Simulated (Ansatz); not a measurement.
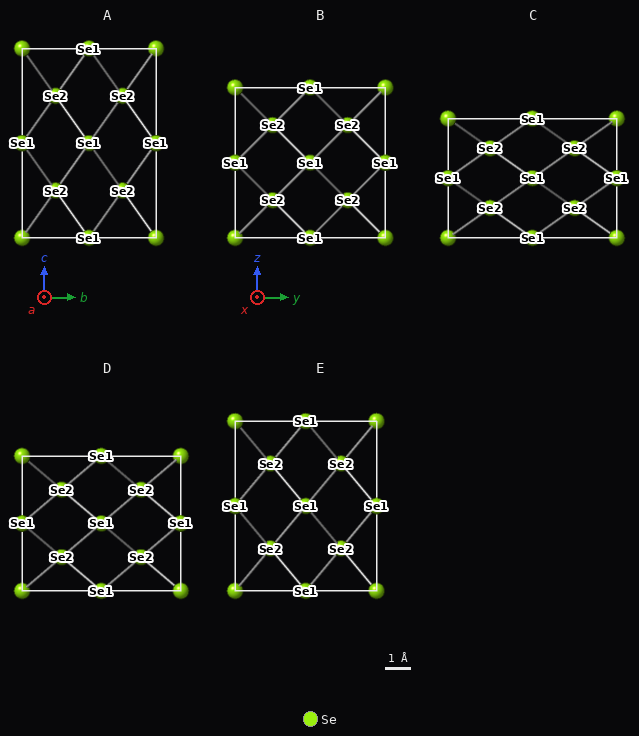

A crystal of Se (Fd-3m): the ratio of the cell's length along z to its lengths across, counted as 1 for the reference, is changed at fixed volume (a tetragonal or Bain path), with the atoms kept at their fractional coordinates. x, y and z are the Cartesian axes of the input. A ball-and-stick model of the conventional cell (4 times the calculation's cell), seen along the a axis. Lengths and directions refer to the drawn axes.

Theory: Ansatz 0.2.0, DFT PBE, scalar-relativistic, plane waves, PAW. Set-up: plane-wave cutoff 420 eV; k-point mesh 14 × 14 × 14; occupations gaussian; smearing width 0.15 eV; no spin polarisation. Energies (free energies at the smearing named) are counted from the cell as listed in its source, which wasn't relaxed.

Rank the frames from lowest to highest energy.

Answer. Lowest first: C (the relative ratio 0.707, −107.3 meV/atom), A (the relative ratio 1.414, −98.8 meV/atom), E (the relative ratio 1.20, −42.3 meV/atom), D (the relative ratio 0.85, −31.5 meV/atom), B (the relative ratio 1.00, 0.0 meV/atom). Over the whole scan: the lowest computed point lies at the relative ratio 0.707 (−107.3 meV/atom). A local maximum lies at 1.00 (0.0 meV/atom). The energy is still falling at the end of the range, so the minimum along this coordinate lies there or beyond. The unrelaxed reference is under a pressure of 1.6 GPa. The distortion takes the space group from Fd-3m to I4_1/amd. At the relative ratio 1.414 the cell of the drawing goes a 6.251 → 5.569 Å, b 6.251 → 5.569 Å, c 6.251 → 7.875 Å.
